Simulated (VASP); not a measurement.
## Geometry relaxation of Ge (part 3 of 5)

Ge (slab, 8 atoms in the cell); Kohn-Sham DFT of a periodic cell, PBEsol, VASP PAW PBE potentials, recommended, no spin polarisation (VASP 6.6.1); cutoff 520 eV, 8×4×1 k-mesh, methfessel-paxton of 0.1 eV. The structure derives from an entry of the Crystallography Open Database.

Geometry of the input (Å; fractional positions):
```
4.0007  0.0000  0.0000
0.0000  8.0014  0.0000
0.0000  0.0000  20.4434
Ge 0.5000  0.3450  0.4207
Ge 0.0000  0.2500  0.4654
Ge 0.0000  0.0000  0.5346
Ge 0.5000  0.0950  0.6087
Ge 0.5000  0.6550  0.3913
Ge 0.0000  0.7500  0.4654
Ge 0.0000  0.5000  0.5346
Ge 0.5000  0.4050  0.5793
```

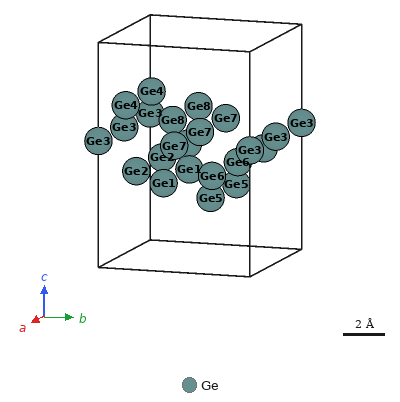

Figure 1. The input geometry (spheres-only view of the 2 × 1 repeat of the cell, with the vacuum cut short, seen slightly off an axis; atoms are numbered from 1 in the order of the input). An atom can appear more than once, as a periodic image.

Parts of OUTCAR, continued:
```
   k-points           NKPTS =     15   k-points in BZ     NKDIM =     15   number of bands    NBANDS=     67
   number of dos      NEDOS =    301   number of ions     NIONS =      8
   total plane-waves  NPLWV = 288000
   dimension x,y,z NGX =    30 NGY =   60 NGZ =  160
   dimension x,y,z NGXF=    60 NGYF=  120 NGZF=  320
   ions per type =               8
   NGX,Y,Z   is equivalent  to a cutoff of  12.47, 12.47, 13.01 a.u.
   NGXF,Y,Z  is equivalent  to a cutoff of  24.93, 24.93, 26.02 a.u.
 SYSTEM =  Ge
   PREC   = accura    normal or accurate (medium, high low for compatibility)
   ISTART =      0    job   : 0-new  1-cont  2-samecut
   ICHARG =      2    charge: 1-file 2-atom 10-const
   ISPIN  =      1    spin polarized calculation?
   LNONCOLLINEAR =      F non collinear calculations
   LSORBIT =      F    spin-orbit coupling
   LASPH  =      T    aspherical Exc in radial PAW
   ENCUT  =  520.0 eV  38.22 Ry    6.18 a.u.   7.44 14.88 38.01*2*pi/ulx,y,z
   NELM   =     60;   NELMIN=  2; NELMDL= -5     # of ELM steps
   EDIFF  = 0.1E-05   stopping-criterion for ELM
   LREAL  =      F    real-space projection
   EDIFFG = -.1E-01   stopping-criterion for IOM
   NSW    =    100    number of steps for IOM
   IBRION =      2    ionic relax: 0-MD 1-quasi-New 2-CG
   NFREE  =      1    steps in history (QN), initial steepest desc. (CG)
   ISIF   =      2    stress and relaxation
   ISYM   =      2    0-nonsym 1-usesym 2-fastsym
   POTIM  = 0.5000    time-step for ionic-motion
   TEBEG  =    0.0;   TEEND  =   0.0 temperature during run
   PSTRESS=    0.0 pullay stress
   NELECT =     112.0000    total number of electrons
   NUPDOWN=      -1.0000    fix difference up-down
   EMIN   =  10.00;   EMAX   =-10.00  energy-range for DOS
   EFERMI =   0.00;   METHOD = LEGACY
   ISMEAR =     1;   SIGMA  =   0.10  broadening in eV -4-tet -1-fermi 0-gaus
   EFERMI_NEDOS =   21; number of points for ismear=-14 and -15
   IALGO  =     38    algorithm
   IMIX   =      4    mixing-type and parameters
     AMIX     =   0.40;   BMIX     =  1.00
     AMIX_MAG =   1.60;   BMIX_MAG =  1.00
  volume/ion in A,a.u.               =      81.80       552.02
  Fermi-wavevector in a.u.,A,eV,Ry     =   0.908930  1.717629 11.240514  0.826154
  Thomas-Fermi vector in A             =   2.032915
   LORBIT       =      0    0 simple, 1 ext, 2 COOP (PROOUT), +10 PAW based schemes
   GGA     = PS    functional components
   LHFCALC =     F    Hartree Fock is set to
   AEXX    =    0.0000 exact exchange contribution
   IVDW    =     0    specifies the selected vdW correction
   LEPSILON=     F    determine dielectric tensor
   LRPA    =     F    only Hartree local field effects (RPA)
 conjugate gradient relaxation of ions
 non-spin polarized calculation
 Methfessel and Paxton  Order N= 1 SIGMA  =   0.10
  energy-cutoff  :      520.00
  volume of cell :      654.41
 maximum number of plane-waves:     17671
 NGX is ok and might be reduce to    30
   NGX = 15   NGY = 29   NGZ = 77

--------------------------------------- Ionic step        1  -------------------------------------------

 number of electron     111.9999946 magnetization

 Free energy of the ion-electron system (eV)
  ---------------------------------------------------
  ext. energy  EPLUGINS =         0.00000000
  ---------------------------------------------------
  free energy    TOTEN  =       -34.81634079 eV

  energy without entropy =      -34.81648424  energy(sigma->0) =      -34.81638861

------------------------ aborting loop because EDIFF is reached ----------------------------------------

  FORCE on cell =-STRESS in cart. coord.  units (eV):
  Direction    XX          YY          ZZ          XY          YZ          ZX
  --------------------------------------------------------------------------------------
  -------------------------------------------------------------------------------------
  Total        5.2210471     -0.7820237      0.6530992      0.0000000     -3.8657607      0.0000000
  in kB       12.7825517     -1.9146080      1.5989656      0.0000000     -9.4644398      0.0000000
  external PRESSURE =       4.1556364 kB  Pullay stress =       0.0000000 kB

 VOLUME and BASIS-vectors are now :
 -----------------------------------------------------------------------------
  energy-cutoff  :      520.00
  volume of cell :      654.41
      direct lattice vectors                 reciprocal lattice vectors
     4.000682889  0.000000000  0.000000000     0.249957327  0.000000000  0.000000000
     0.000000000  8.001365777  0.000000000     0.000000000  0.124978663  0.000000000
     0.000000000  0.000000000 20.443365000     0.000000000  0.000000000  0.048915626

 POSITION                                       TOTAL-FORCE (eV/Angst)
 -----------------------------------------------------------------------------------
      2.00034      2.76047      8.60000         0.000000      1.308005     -0.668380
      0.00000      2.00034      9.51446         0.000000     -1.204733      0.238514
      0.00000      0.00000     10.92891         0.000000      0.341557      0.742238
      2.00034      0.76013     12.44336         0.000000     -0.407634     -0.489032
      2.00034      5.24089      8.00000         0.000000      0.407634      0.489032
      0.00000      6.00102      9.51446         0.000000     -0.341557     -0.742238
      0.00000      4.00068     10.92891         0.000000      1.204733     -0.238514
      2.00034      3.24055     11.84336         0.000000     -1.308005      0.668380
 -----------------------------------------------------------------------------------
    total drift:                                0.000000      0.000000     -0.000000

  FREE ENERGIE OF THE ION-ELECTRON SYSTEM (eV)
  ---------------------------------------------------
  free  energy   TOTEN  =       -34.8163407902 eV

  energy  without entropy=      -34.8164842400  energy(sigma->0) =      -34.81638861

--------------------------------------- Ionic step        2  -------------------------------------------

 number of electron     111.9999932 magnetization

------------------------ aborting loop because EDIFF is reached ----------------------------------------

  FORCE on cell =-STRESS in cart. coord.  units (eV):
  Direction    XX          YY          ZZ          XY          YZ          ZX
  --------------------------------------------------------------------------------------
  -------------------------------------------------------------------------------------
  Total        2.2145805      0.0346456      0.5778827      0.0000000     -4.6823779      0.0000000
  in kB        5.4218990      0.0848219      1.4148149      0.0000000    -11.4637422      0.0000000
  external PRESSURE =       2.3071786 kB  Pullay stress =       0.0000000 kB

 VOLUME and BASIS-vectors are now :
 -----------------------------------------------------------------------------
  energy-cutoff  :      520.00
  volume of cell :      654.41
      direct lattice vectors                 reciprocal lattice vectors
     4.000682889  0.000000000  0.000000000     0.249957327  0.000000000  0.000000000
     0.000000000  8.001365777  0.000000000     0.000000000  0.124978663  0.000000000
     0.000000000  0.000000000 20.443365000     0.000000000  0.000000000  0.048915626

 POSITION                                       TOTAL-FORCE (eV/Angst)
 -----------------------------------------------------------------------------------
      2.00034      2.82357      8.56776         0.000000      0.611038     -0.121523
      0.00000      1.94222      9.52596         0.000000     -0.134208     -0.247703
      0.00000      0.01648     10.96472         0.000000     -0.272134      0.434222
      2.00034      0.74046     12.41977         0.000000     -0.554836     -0.170486
      2.00034      5.26056      8.02359         0.000000      0.554836      0.170486
      0.00000      5.98455      9.47865         0.000000      0.272134     -0.434222
      0.00000      4.05880     10.91740         0.000000      0.134208      0.247703
      2.00034      3.17745     11.87561         0.000000     -0.611038      0.121523
 -----------------------------------------------------------------------------------
    total drift:                                0.000000      0.000000     -0.000000

  FREE ENERGIE OF THE ION-ELECTRON SYSTEM (eV)
  ---------------------------------------------------
  free  energy   TOTEN  =       -35.1155441447 eV

  energy  without entropy=      -35.1101145978  energy(sigma->0) =      -35.11373430

--------------------------------------- Ionic step        3  -------------------------------------------

 number of electron     111.9999939 magnetization

------------------------ aborting loop because EDIFF is reached ----------------------------------------

  FORCE on cell =-STRESS in cart. coord.  units (eV):
  Direction    XX          YY          ZZ          XY          YZ          ZX
  --------------------------------------------------------------------------------------
  -------------------------------------------------------------------------------------
  Total        1.0645018      0.6759476      0.5862693      0.0000000     -5.1051533      0.0000000
  in kB        2.6061915      1.6549046      1.4353477      0.0000000    -12.4988119      0.0000000
  external PRESSURE =       1.8988146 kB  Pullay stress =       0.0000000 kB

 VOLUME and BASIS-vectors are now :
 -----------------------------------------------------------------------------
  energy-cutoff  :      520.00
  volume of cell :      654.41
      direct lattice vectors                 reciprocal lattice vectors
     4.000682889  0.000000000  0.000000000     0.249957327  0.000000000  0.000000000
     0.000000000  8.001365777  0.000000000     0.000000000  0.124978663  0.000000000
     0.000000000  0.000000000 20.443365000     0.000000000  0.000000000  0.048915626

 POSITION                                       TOTAL-FORCE (eV/Angst)
 -----------------------------------------------------------------------------------
      2.00034      2.85613      8.55112         0.000000      0.234646      0.127029
      0.00000      1.91224      9.53190         0.000000      0.375857     -0.554539
      0.00000      0.02498     10.98319         0.000000     -0.541177      0.391288
      2.00034      0.73032     12.40760         0.000000     -0.679872     -0.067684
      2.00034      5.27071      8.03576         0.000000      0.679872      0.067684
      0.00000      5.97605      9.46017         0.000000      0.541177     -0.391288
      0.00000      4.08879     10.91147         0.000000     -0.375857      0.554539
      2.00034      3.14490     11.89225         0.000000     -0.234646     -0.127029
 -----------------------------------------------------------------------------------
    total drift:                                0.000000      0.000000     -0.000000

  FREE ENERGIE OF THE ION-ELECTRON SYSTEM (eV)
  ---------------------------------------------------
  free  energy   TOTEN  =       -35.1548639363 eV

  energy  without entropy=      -35.1482961541  energy(sigma->0) =      -35.15267468

[... ionic steps 4 to 23 ...]

--------------------------------------- Ionic step       24  -------------------------------------------

 number of electron     111.9999957 magnetization

------------------------ aborting loop because EDIFF is reached ----------------------------------------

  FORCE on cell =-STRESS in cart. coord.  units (eV):
  Direction    XX          YY          ZZ          XY          YZ          ZX
  --------------------------------------------------------------------------------------
  -------------------------------------------------------------------------------------
  Total        0.6424160     -1.7894949     -0.0702677      0.0000000     -0.0698213      0.0000000
  in kB        1.5728102     -4.3811731     -0.1720346      0.0000000     -0.1709417      0.0000000
  external PRESSURE =      -0.9934658 kB  Pullay stress =       0.0000000 kB

 VOLUME and BASIS-vectors are now :
 -----------------------------------------------------------------------------
  energy-cutoff  :      520.00
  volume of cell :      654.41
      direct lattice vectors                 reciprocal lattice vectors
     4.000682889  0.000000000  0.000000000     0.249957327  0.000000000  0.000000000
     0.000000000  8.001365777  0.000000000     0.000000000  0.124978663  0.000000000
     0.000000000  0.000000000 20.443365000     0.000000000  0.000000000  0.048915626

 POSITION                                       TOTAL-FORCE (eV/Angst)
 -----------------------------------------------------------------------------------
      2.00034      3.31229      8.78405         0.000000     -0.008813      0.003589
      0.00000      1.98131      9.28322         0.000000      0.008094      0.004534
      0.00000      0.04736     10.87450         0.000000     -0.002334      0.010984
      2.00034      0.31764     12.40871         0.000000     -0.018110      0.000891
      2.00034      5.68338      8.03466         0.000000      0.018110     -0.000891
      0.00000      5.95366      9.56886         0.000000      0.002334     -0.010984
      0.00000      4.01972     11.16015         0.000000     -0.008094     -0.004534
      2.00034      2.68873     11.65931         0.000000      0.008813     -0.003589
 -----------------------------------------------------------------------------------
    total drift:                                0.000000      0.000000      0.000000

  FREE ENERGIE OF THE ION-ELECTRON SYSTEM (eV)
  ---------------------------------------------------
  free  energy   TOTEN  =       -35.7879927191 eV

  energy  without entropy=      -35.7885479307  energy(sigma->0) =      -35.78817779

 dipolmoment           0.000000      0.000000      0.000000 electrons x Angstroem

--------------------------------------- Ionic step       25  -------------------------------------------

 number of electron     111.9999957 magnetization

------------------------ aborting loop because EDIFF is reached ----------------------------------------

  FORCE on cell =-STRESS in cart. coord.  units (eV):
  Direction    XX          YY          ZZ          XY          YZ          ZX
  --------------------------------------------------------------------------------------
  -------------------------------------------------------------------------------------
  Total        0.6389313     -1.7950998     -0.0797289      0.0000000     -0.0686493      0.0000000
  in kB        1.5642786     -4.3948953     -0.1951981      0.0000000     -0.1680724      0.0000000
  external PRESSURE =      -1.0086049 kB  Pullay stress =       0.0000000 kB

 VOLUME and BASIS-vectors are now :
 -----------------------------------------------------------------------------
  energy-cutoff  :      520.00
  volume of cell :      654.41
      direct lattice vectors                 reciprocal lattice vectors
     4.000682889  0.000000000  0.000000000     0.249957327  0.000000000  0.000000000
     0.000000000  8.001365777  0.000000000     0.000000000  0.124978663  0.000000000
     0.000000000  0.000000000 20.443365000     0.000000000  0.000000000  0.048915626

 POSITION                                       TOTAL-FORCE (eV/Angst)
 -----------------------------------------------------------------------------------
      2.00034      3.31229      8.78409         0.000000     -0.008239      0.000798
      0.00000      1.98143      9.28319         0.000000      0.002806      0.005643
      0.00000      0.04747     10.87457         0.000000     -0.005768      0.009162
      2.00034      0.31763     12.40891         0.000000     -0.017309     -0.003980
      2.00034      5.68340      8.03445         0.000000      0.017309      0.003980
      0.00000      5.95355      9.56880         0.000000      0.005768     -0.009162
      0.00000      4.01960     11.16017         0.000000     -0.002806     -0.005643
      2.00034      2.68873     11.65928         0.000000      0.008239     -0.000798
 -----------------------------------------------------------------------------------
    total drift:                                0.000000      0.000000     -0.000000

  FREE ENERGIE OF THE ION-ELECTRON SYSTEM (eV)
  ---------------------------------------------------
  free  energy   TOTEN  =       -35.7879940983 eV
```
